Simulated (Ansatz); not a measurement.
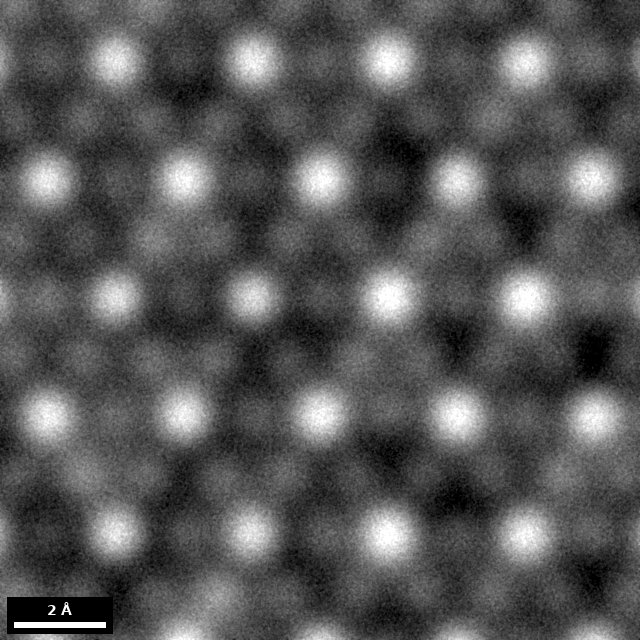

HAADF-like image of Mo (R-3m, No. 166). Simulated incoherent Z contrast: every atom adds Z^1.8 spread by a probe of 1.06 Å full width; channelling and multiple scattering are left out. The probe carries 15 % of its weight in a tail 2.5 times as wide. The display is stretched by a gamma of 0.8; percentages refer to the linear signal. Shot noise and the speckle of an amorphous layer were added. Model: the geometry relaxed with Ansatz, DFT PBE, scalar-relativistic, plane waves, PAW; the starting structure was generated, so it need not be a known form of this composition.

Space group R-3m:H (No. 166). a = 5.171 Å, b = 5.171 Å, c = 12.780 Å, α = 90.00°, β = 90.00°, γ = 120.00°
```tsv
atom	site	symmetry	x	y	z
Mo	3a	-3m	0.0000	0.0000	0.0000
Mo	9d	.2/m	0.8333	0.1667	0.1667
Mo	6c	3m	0.3333	0.6667	0.2985
```

Q: Which beam direction gives this image, [131], [310], [001] or [201]? (Directions equivalent by symmetry count as one.)

A: [001]. The projected cells are 1.44 × 3.73 Å, 101° for [131]; 1.69 × 4.30 Å, 98° for [310]; 2.99 × 2.99 Å, 120° for [001]; 1.64 × 3.67 Å, 90° for [201], and the image repeats as the [001] one does.
